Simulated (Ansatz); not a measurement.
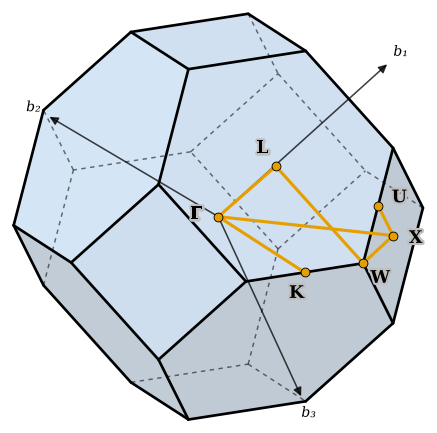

The first Brillouin zone and its special points. Crystal: Pd, the input geometry of an electronic-structure calculation (not necessarily at equilibrium); the starting structure was generated, so it need not be a known form of this composition. Geometry calculated from the standardised cell; symmetry tolerance 0.002 Å.

Space group No. 227, Fd-3m, origin choice 1; a = 5.808 Å, b = 5.808 Å, c = 5.808 Å, α = 90.00°, β = 90.00°, γ = 90.00°.

Labels and path follow the convention of Hinuma et al. (2017), as computed by seekpath; the arrows show the directions of the reciprocal primitive vectors b₁, b₂, b₃, in which coordinates are given; lengths include the factor 2π.

Question: List the special points with their coordinates and distances from Γ.

Answer:
```tsv
point	k₁	k₂	k₃	length of k (1/Å)
Γ	0	0	0	0.000
X	1/2	0	1/2	1.082
L	1/2	1/2	1/2	0.937
W	1/2	1/4	3/4	1.209
K	3/8	3/8	3/4	1.147
U	5/8	1/4	5/8	1.147
```

Question: What is the zone's volume?

Answer: (2π)³ over the primitive cell's volume of 48.99 Å³: 5.06 Å⁻³.
